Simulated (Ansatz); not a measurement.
Input file:

```
crystal:
  lattice:
    - [1.7585247991, -6.674123944, 0.0]
    - [1.7585247991, 6.674123944, 0.0]
    - [0.0, 0.0, 3.5556151821]
  atoms:
    - { symbol: Ti, position: [0.9090175571, 0.1139830411, 0.7613092137] }
    - { symbol: Ti, position: [0.1139830411, 0.9090175571, 0.2613092137] }
    - { symbol: Si, position: [0.5805958743, 0.4606232361, 0.7704990981] }
    - { symbol: Si, position: [0.4606232361, 0.5805958743, 0.2704990981] }
    - { symbol: Si, position: [0.2095095777, 0.7100699719, 0.7102259106] }
    - { symbol: Si, position: [0.7100699719, 0.2095095777, 0.2102259106] }
basis:
  ecutwfc: 420
kpoints:
  mp_grid: { grid: [14, 14, 14] }
hamiltonian:
  xc: pbesol
scf:
  occupations: { method: gaussian, width: 0.15 }
output:
  forces: true
  stress: true
  eigenvalues: true
  write_density: true
  write_potential: true
  elf: true
  volumetric_format: npy
```

Launched as:

```sh
ansatz run input.yaml --threads 2 --pin off --max-ram 5120MiB --backend cpu --events-out ev --progress --plain --runs-dir out
```

Below, planes, directions and counts refer to the conventional cell (a = 3.52 Å, b = 13.35 Å, c = 3.56 Å, α = 90.00°, β = 90.00°, γ = 90.00°).

Space group Cc; a structure from a database of computed crystals, not necessarily the ambient phase; not relaxed (largest force 0.8 eV/Å); computed without spin polarisation.

The calculation used DFT PBEsol, scalar-relativistic, plane waves, PAW in Ansatz 0.2.0.

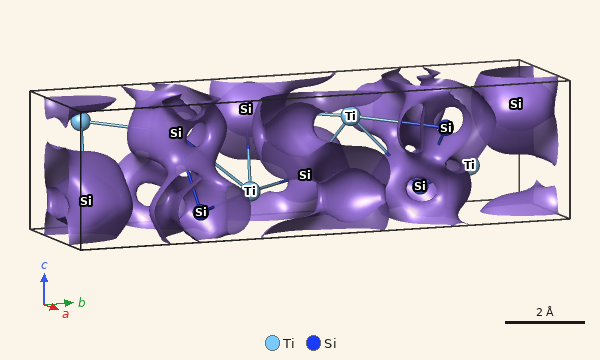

TiSi₂. Isosurface of the ELF at 0.6 (purple), seen slightly off an axis. Only the valence region is drawn (cores and ρ < 0.01 e/Å³ removed). Sticks mark near contacts.

Core electrons are frozen (PAW), and the valence fields are smoothed inside the atomic spheres.

Q: What do the ELF domains correspond to?

A: The surface consists of channels that run through the cell in one direction and sheets that run through the cell in two directions, counted in one cell of 12 atoms. Any copies at cell faces, edges or corners count once. Profiles from the grid: Si–Si (2.39 Å): the ELF peaks at about 0.70 between the atoms. Ti–Si (2.52 Å): the ELF peaks at about 0.75 in the valence shell of Si, 0.9 Å from its nucleus, and is about 0.40 at the midpoint.

Q: Does the calculation make it a metal, or give it a gap?

A: It is metallic or semimetallic at this level of theory: no gap opens.
